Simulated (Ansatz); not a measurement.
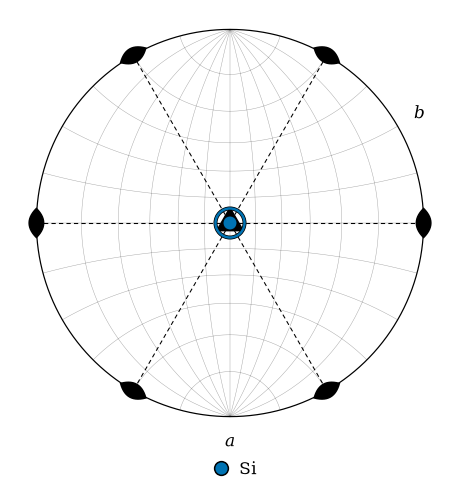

Directions from one oxygen atom at (2/3, 1/3, 3/4) to its bonded neighbours, in stereographic projection down c (filled: above the plane of the page or in it, open: below). Crystal: SiO2, coordinates from a relaxation with Ansatz, DFT PBE, scalar-relativistic, plane waves, PAW. All values are computed from the atomic coordinates in the standard setting (tolerance 0.002 Å).

Neighbours are counted up to 2.05 Å for Si. The symmetry elements of the site are drawn in: heavy lines are mirror planes (a heavy rim: a mirror in the plane of the page); lens, triangle, square and hexagon are 2-, 3-, 4- and 6-fold axes, a lens in an open square is −4, a triangle in an open hexagon −6; thin dashed diameters join the ends of axes that lie in the page; a small open circle marks inversion.

```yaml
crystal:
  lattice:
    - [5.09930, 0.00000, 0.00000]
    - [-2.54965, 4.41613, 0.00000]
    - [0.00000, 0.00000, 8.62857]
  atoms:
    - { symbol: Si, position: [0.66667, 0.33333, 0.93720] }
    - { symbol: Si, position: [0.66667, 0.33333, 0.56280] }
    - { symbol: Si, position: [0.33333, 0.66667, 0.06280] }
    - { symbol: Si, position: [0.33333, 0.66667, 0.43720] }
    - { symbol: O, position: [0.00000, 0.41738, 0.00000] }
    - { symbol: O, position: [0.41738, 0.41738, 0.50000] }
    - { symbol: O, position: [0.58262, 0.00000, 0.50000] }
    - { symbol: O, position: [0.58262, 0.58262, 0.00000] }
    - { symbol: O, position: [0.00000, 0.58262, 0.50000] }
    - { symbol: O, position: [0.66667, 0.33333, 0.75000] }
    - { symbol: O, position: [0.33333, 0.66667, 0.25000] }
    - { symbol: O, position: [0.41738, 0.00000, 0.00000] }
```

### How many neighbours are there, and at what angles?

2: 2 Si at 1.62 Å. Angles between bonds: 180° (1×).

### What is the site's symmetry in the crystal?

Point group 32 (D3), order 6: one threefold axis, three twofold axes. In P6₃22, No. 182 this is Wyckoff position 2c.
